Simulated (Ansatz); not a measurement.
# What a change does: single-point calculation on CoO

System: CoO (Pm-3m, 4 atoms in the cell).
Method of run A: DFT PBEsol+U, scalar-relativistic, plane waves, PAW, Ueff = 4 eV on Co d, spin-polarised (Ansatz 0.2.0).

The structure was built on a prototype by a generator; it need not be a known phase. Text and figures count atoms from 1; the logs count them from 0 in places.

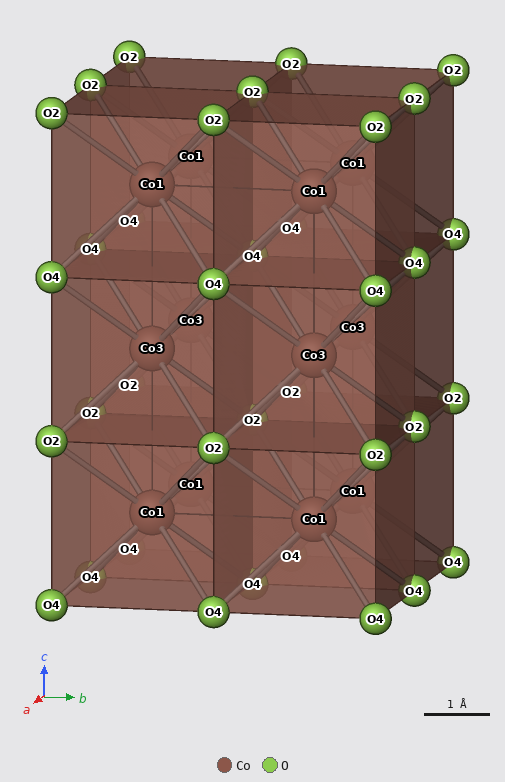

Fig. 1: The structure (polyhedral view of the cell of the calculation, seen slightly off an axis; polyhedra are completed across the faces of the cell; atoms are numbered from 1 in the order of the input). An atom can appear more than once, as a periodic image.

### The input, run A
```yaml
crystal:
  lattice:
    - [2.5724608895, 0.0, 0.0]
    - [0.0, 2.5724608895, 0.0]
    - [0.0, 0.0, 5.144921779]
  atoms:
    - { symbol: Co, position: [0.0, 0.0, 0.0], spin: 3.0 }
    - { symbol: O, position: [0.5, 0.5, 0.25] }
    - { symbol: Co, position: [0.0, 0.0, 0.5], spin: -3.0 }
    - { symbol: O, position: [0.5, 0.5, 0.75] }
basis:
  ecutwfc: 420
kpoints:
  mp_grid: { grid: [16, 16, 8] }
hamiltonian:
  xc: pbesol
  hubbard: { sites: [{ species: Co, l: d, u_eff: 4.0 }] }
scf:
  occupations: { method: gaussian, width: 0.05 }
output:
  forces: true
  stress: true
  eigenvalues: true
  populations: true
magnetization:
  spin_polarized: true
```

Launched with:
```bash
ansatz run input.yaml --threads 1 --pin off --max-ram 2560MiB --backend cpu --events-out ev --progress --plain --runs-dir out
```

Hardware: 1 thread of Arm Neoverse V1, 24 GiB of memory available, shared host.

### Output, shortened to warnings, some set-up lines, iterations and results (run A)
```
Basis set: ecut = 420 eV, 677 PW (Γ), exchange–correlation on 36×36×72 points (8 copies of the dense FFT grid, shifted against one another)
Symmetry: 16 space group operations
k-points: 225 of 2048
Initial density: superposition of atomic densities (chi_scale 0.1, normalization cell, long waves kept (reshape's long-wave potential 0.00 eV rms))
[...]
SCF iter   1: F=—  HF=-11304.315424 eV  |F-HF|=—  |Δ(HF+E_count)|=         —  Δρ=3.42e-1 (↑3.42e-1 ↓3.42e-1)  dr2=9.26e1  dr2_m=1.20e1  M=0.000 μB ∫|m|=2.135 μB  β_m=0.30  …
SCF iter   2: F=—  HF=-11299.101945 eV  |F-HF|=—  |Δ(HF+E_count)|=    5.21e0  Δρ=1.14e-1 (↑1.14e-1 ↓1.14e-1)  dr2=5.92e0  dr2_m=1.00e0  M=0.000 μB ∫|m|=5.250 μB  β_m=1.00  …
SCF iter   3: F=—  HF=-11298.673886 eV  |F-HF|=—  |Δ(HF+E_count)|=   4.28e-1  Δρ=5.39e-2 (↑5.39e-2 ↓5.39e-2)  dr2=1.10e0  dr2_m=9.11e-2  M=0.000 μB ∫|m|=5.180 μB  β_m=0.30  …
SCF iter   4: F=—  HF=-11299.879032 eV  |F-HF|=—  |Δ(HF+E_count)|=    1.21e0  Δρ=2.53e-2 (↑2.53e-2 ↓2.53e-2)  dr2=2.92e-1  dr2_m=8.56e-2  M=0.000 μB ∫|m|=5.014 μB  β_m=0.30  …
SCF iter   5: F=—  HF=-11300.470577 eV  |F-HF|=—  |Δ(HF+E_count)|=   5.92e-1  Δρ=1.79e-2 (↑1.79e-2 ↓1.79e-2)  dr2=8.51e-2  dr2_m=4.13e-2  M=0.000 μB ∫|m|=5.210 μB  β_m=0.57  …
SCF iter   6: F=—  HF=-11301.105128 eV  |F-HF|=—  |Δ(HF+E_count)|=   6.35e-1  Δρ=1.30e-2 (↑1.30e-2 ↓1.30e-2)  dr2=7.88e-2  dr2_m=2.37e-2  M=0.000 μB ∫|m|=5.298 μB  β_m=0.78  …
SCF iter   7: F=—  HF=-11301.297331 eV  |F-HF|=—  |Δ(HF+E_count)|=   1.92e-1  Δρ=6.21e-3 (↑6.21e-3 ↓6.21e-3)  dr2=3.78e-2  dr2_m=2.74e-3  M=0.000 μB ∫|m|=5.367 μB  β_m=0.79  …
SCF iter   8: F=—  HF=-11301.289462 eV  |F-HF|=—  |Δ(HF+E_count)|=   7.87e-3  Δρ=1.48e-3 (↑1.48e-3 ↓1.48e-3)  dr2=1.75e-3  dr2_m=2.91e-4  M=0.000 μB ∫|m|=5.344 μB  β_m=0.83  …
SCF iter   9: F=—  HF=-11301.289303 eV  |F-HF|=—  |Δ(HF+E_count)|=   1.59e-4  Δρ=6.13e-4 (↑6.13e-4 ↓6.13e-4)  dr2=1.95e-4  dr2_m=7.29e-6  M=0.000 μB ∫|m|=5.338 μB  β_m=0.91  …
SCF iter  10: F=—  HF=-11301.289297 eV  |F-HF|=—  |Δ(HF+E_count)|=   5.61e-6  Δρ=2.40e-4 (↑2.40e-4 ↓2.40e-4)  dr2=2.51e-5  dr2_m=9.30e-6  M=0.000 μB ∫|m|=5.338 μB  β_m=0.81  …
SCF iter  11: F=—  HF=-11301.289294 eV  |F-HF|=—  |Δ(HF+E_count)|=   3.12e-6  Δρ=7.47e-5 (↑7.47e-5 ↓7.47e-5)  dr2=1.25e-6  dr2_m=1.29e-6  M=0.000 μB ∫|m|=5.339 μB  β_m=0.91  …
SCF iter  12: F=-11301.289294 eV  HF=-11301.289294 eV  |F-HF|=1.35e-8  |Δ(HF+E_count)|=   2.57e-7  Δρ=6.05e-6 (↑6.05e-6 ↓6.05e-6)  dr2=2.25e-8  dr2_m=5.61e-9  M=0.000 μB …
SCF iter  13: F=-11301.289294 eV  HF=-11301.289294 eV  |F-HF|=1.98e-10  |Δ(HF+E_count)|=   1.07e-9  Δρ=9.29e-7 (↑9.29e-7 ↓9.29e-7)  dr2=6.97e-10  dr2_m=9.00e-11  M=0.000 μB …
SCF 1 converged in 13 iterations: F = -11301.289294 eV  dr2 = 6.97e-10
SCF converged after 13 iterations
an eigenvalue changed by more than its tolerance at an iteration that met the thresholds in force, so the SCF went on 1 time: the last check found none over its tolerance
Magnetization: 0.0000 μB (23.0000 up, 23.0000 down)
Absolute magnetization: 5.3349 μB (∫|ρ↑−ρ↓|, with the PAW one-centre terms)
Spin contamination: 2.8539 ħ² per cell (⟨S²⟩ above its minimum at these occupations)
Per-site moments (μB) at R_I (Å): [(2.509015425793541, 0.9189742982264267), (-1.0875288485452947e-16, 0.9189742982264267), (-2.509015425793541, 0.9189742982264267), (1.210449545837116e-16, 0.9189742982264267)]
Free energy (F): -11301.289294 eV
Harris-Foulkes:  -11301.289294 eV  (|F-HF|=1.98e-10)
Internal energy: -11301.289294 eV  (E = F + TS)
E sigma→0 (E₀):  -11301.289294 eV
Fermi energy:    16.326510 eV
--- Per-component energies (eV) ---
  E_band       = -539.600588
  E_kinetic    = 1238.485423
  E_local      = -6386.650433  (includes V_loc(G=0)·N_el)
  E_nonlocal   = 1032.021951
  E_hartree    = 2621.799087
  E_xc         = -454.908699
  E_vxc        = -587.701042  (∫ρ·V_xc dr)
  E_hubbard    = 1.733178  (on-site DFT+U / exact-exchange correction)
  E_vhub       = -25.985530  (the Hubbard potential's part of the band-sum identity)
  E_paw        = -3276.798573  (= ΣΔE_a)
  E_vpaw       = -1053.374855  (= ΣTr[D̂ρ^β])
  E_aug_tail   = 0.004911  (compensation charges beyond the density's cutoff)
  E_ewald      = -6077.423553
  E_core_change = 0.447414  (= ΣΔE_core)
  E_smearing   = -0.000000  (= −TS)
  E_closure    = 0.000000  (closes the sum)
  Σ components = -11301.289294   (vs F -11301.289294, Δ=0.00e0)
--- Forces (eV/Å), atoms counted from 1 ---
  atom   1  Co    -0.00000000     0.00000000     0.00000000
  atom   2  O      0.00000000     0.00000000    -0.00000000
  atom   3  Co    -0.00000000     0.00000000     0.00000000
  atom   4  O      0.00000000    -0.00000000     0.00000000
  max |Σ_I F_I| component: 2.68e-29 eV/Å
--- Stress (GPa, compression-positive) ---
        8.254209       0.000000       0.000000
        0.000000       8.254209       0.000000
        0.000000       0.000000      10.156930
  P = ⅓ Tr σ = 8.8884 GPa (88.884 kbar)
Occupation matrices written to [file]
--- Löwdin populations: 4 sites ---
  site symbol       q [e]    m [muB]
     0     Co     15.8909     2.5495
     1      O      6.9700     0.0000
     2     Co     15.8909    -2.5495
     3      O      6.9700     0.0000
  spilling = 0.006047 (of n_electrons = 46.000000)
```

The input of run B differs as follows (lines with − go, lines with + come):
```diff
-  hubbard: { sites: [{ species: Co, l: d, u_eff: 4.0 }] }
+  hubbard: { sites: [{ species: Co, l: d, u_eff: 1.0 }] }
+  write_density: true
+  write_potential: true
+  elf: true
+  volumetric_format: npy
```

What does this change do to the results?

The total energies belong to different models, so their difference says nothing on which is more stable or more accurate. The gap on the mesh goes from 2.12 to 0.41 eV. The pressure goes from 8.89 to 1.95 GPa. The SCF takes 19 iterations against 13.

### Output, shortened to warnings, some set-up lines, iterations and results (run B)
```
Basis set: ecut = 420 eV, 677 PW (Γ), exchange–correlation on 36×36×72 points (8 copies of the dense FFT grid, shifted against one another)
Symmetry: 16 space group operations
k-points: 225 of 2048
Initial density: superposition of atomic densities (chi_scale 0.1, normalization cell, long waves kept (reshape's long-wave potential 0.00 eV rms))
[...]
SCF iter   1: F=—  HF=-11309.479505 eV  |F-HF|=—  |Δ(HF+E_count)|=         —  Δρ=3.69e-1 (↑3.69e-1 ↓3.69e-1)  dr2=1.03e2  dr2_m=1.54e1  M=0.000 μB ∫|m|=1.705 μB  β_m=0.30  …
SCF iter   2: F=—  HF=-11303.318355 eV  |F-HF|=—  |Δ(HF+E_count)|=    6.16e0  Δρ=1.22e-1 (↑1.22e-1 ↓1.22e-1)  dr2=7.92e0  dr2_m=7.47e-1  M=0.000 μB ∫|m|=5.027 μB  β_m=1.00  …
SCF iter   3: F=—  HF=-11301.914116 eV  |F-HF|=—  |Δ(HF+E_count)|=    1.40e0  Δρ=4.81e-2 (↑4.81e-2 ↓4.81e-2)  dr2=1.05e0  dr2_m=1.78e-2  M=0.000 μB ∫|m|=4.881 μB  β_m=0.30  …
SCF iter   4: F=—  HF=-11302.306401 eV  |F-HF|=—  |Δ(HF+E_count)|=   3.92e-1  Δρ=3.66e-2 (↑3.66e-2 ↓3.66e-2)  dr2=8.94e-1  dr2_m=1.57e-1  M=0.000 μB ∫|m|=4.543 μB  β_m=0.30  …
SCF iter   5: F=—  HF=-11302.365238 eV  |F-HF|=—  |Δ(HF+E_count)|=   5.88e-2  Δρ=1.44e-2 (↑1.44e-2 ↓1.44e-2)  dr2=2.09e-2  dr2_m=3.84e-2  M=0.000 μB ∫|m|=4.807 μB  β_m=1.00  …
[... 10 lines ...]
SCF iter  16: F=—  HF=-11302.813200 eV  |F-HF|=—  |Δ(HF+E_count)|=   1.02e-5  Δρ=1.18e-4 (↑1.18e-4 ↓1.18e-4)  dr2=8.53e-6  dr2_m=2.91e-7  M=0.000 μB ∫|m|=4.995 μB  β_m=0.77  …
SCF iter  17: F=—  HF=-11302.813201 eV  |F-HF|=—  |Δ(HF+E_count)|=   1.58e-6  Δρ=7.44e-5 (↑7.44e-5 ↓7.44e-5)  dr2=3.87e-6  dr2_m=2.82e-7  M=0.000 μB ∫|m|=4.994 μB  β_m=0.86  …
SCF iter  18: F=—  HF=-11302.813201 eV  |F-HF|=—  |Δ(HF+E_count)|=   6.73e-7  Δρ=1.45e-5 (↑1.45e-5 ↓1.45e-5)  dr2=1.89e-7  dr2_m=3.84e-9  M=0.000 μB ∫|m|=4.995 μB  β_m=0.93  …
SCF iter  19: F=-11302.813201 eV  HF=-11302.813201 eV  |F-HF|=2.40e-8  |Δ(HF+E_count)|=   1.02e-9  Δρ=5.26e-6 (↑5.26e-6 ↓5.26e-6)  dr2=3.05e-8  dr2_m=1.69e-10  M=0.000 μB …
SCF 1 converged in 19 iterations: F = -11302.813201 eV  dr2 = 3.05e-8
SCF converged after 19 iterations
Magnetization: 0.0000 μB (23.0000 up, 23.0000 down)
Absolute magnetization: 4.9914 μB (∫|ρ↑−ρ↓|, with the PAW one-centre terms)
Spin contamination: 2.6343 ħ² per cell (⟨S²⟩ above its minimum at these occupations)
Per-site moments (μB) at R_I (Å): [(2.334717925929377, 0.9189742982264267), (-8.039174308736145e-17, 0.9189742982264267), (-2.334717925929377, 0.9189742982264267), (9.528282607567953e-17, 0.9189742982264267)]
Free energy (F): -11302.813201 eV
Harris-Foulkes:  -11302.813201 eV  (|F-HF|=2.40e-8)
Internal energy: -11302.813201 eV  (E = F + TS)
E sigma→0 (E₀):  -11302.813201 eV
Fermi energy:    16.478913 eV
--- Per-component energies (eV) ---
  E_band       = -515.826704
  E_kinetic    = 1239.237055
  E_local      = -6393.165940  (includes V_loc(G=0)·N_el)
  E_nonlocal   = 1032.139526
  E_hartree    = 2627.638864
  E_xc         = -454.826605
  E_vxc        = -587.613039  (∫ρ·V_xc dr)
  E_hubbard    = 0.603611  (on-site DFT+U / exact-exchange correction)
  E_vhub       = -6.256001  (the Hubbard potential's part of the band-sum identity)
  E_paw        = -3277.468448  (= ΣΔE_a)
  E_vpaw       = -1055.461685  (= ΣTr[D̂ρ^β])
  E_aug_tail   = 0.004876  (compensation charges beyond the density's cutoff)
  E_ewald      = -6077.423553
  E_core_change = 0.447414  (= ΣΔE_core)
  E_smearing   = -0.000000  (= −TS)
  E_closure    = -0.000000  (closes the sum)
  Σ components = -11302.813201   (vs F -11302.813201, Δ=0.00e0)
--- Forces (eV/Å), atoms counted from 1 ---
  atom   1  Co     0.00000000    -0.00000000     0.00000000
  atom   2  O      0.00000000     0.00000000    -0.00000000
  atom   3  Co    -0.00000000     0.00000000     0.00000000
  atom   4  O      0.00000000     0.00000000     0.00000000
  max |Σ_I F_I| component: 2.52e-29 eV/Å
--- Stress (GPa, compression-positive) ---
        1.074943       0.000000       0.000000
        0.000000       1.074943       0.000000
        0.000000       0.000000       3.694465
  P = ⅓ Tr σ = 1.9481 GPa (19.481 kbar)
Occupation matrices written to [file]
--- Löwdin populations: 4 sites ---
  site symbol       q [e]    m [muB]
     0     Co     15.9819     2.3609
     1      O      6.8842    -0.0000
     2     Co     15.9819    -2.3609
     3      O      6.8842    -0.0000
  spilling = 0.005822 (of n_electrons = 46.000000)
```

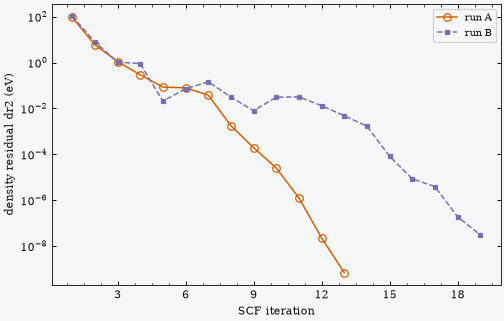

Fig. 2: Convergence of the two runs: density residual dr2 against the SCF iteration. Run A takes 13 iterations in all, and run B takes 19.

### The two runs side by side

| quantity | run A | run B |
| --- | --- | --- |
| outcome | converged | converged |
| free energy per atom (eV) | −2825.3223 | −2825.7033 |
| gap on the mesh (eV) | 2.12 | 0.41 |
| net moment of the cell (μB) | 0.00 | 0.00 |
| absolute moment of the cell (μB) | 5.33 | 4.99 |
| pressure (GPa) | 8.89 | 1.95 |
| largest force (eV/Å) | 0.000 | 0.000 |
| SCF iterations | 13 | 19 |
| irreducible k-points | 225 | 225 |
| plane waves at Γ | 677 | 677 |
| wall time (shared host) | 37 s | 40 s |

For both runs: The electronic state found may not be the lowest one. For run A: The cell is under a pressure of 8.9 GPa at this level, so it is not at its equilibrium volume.
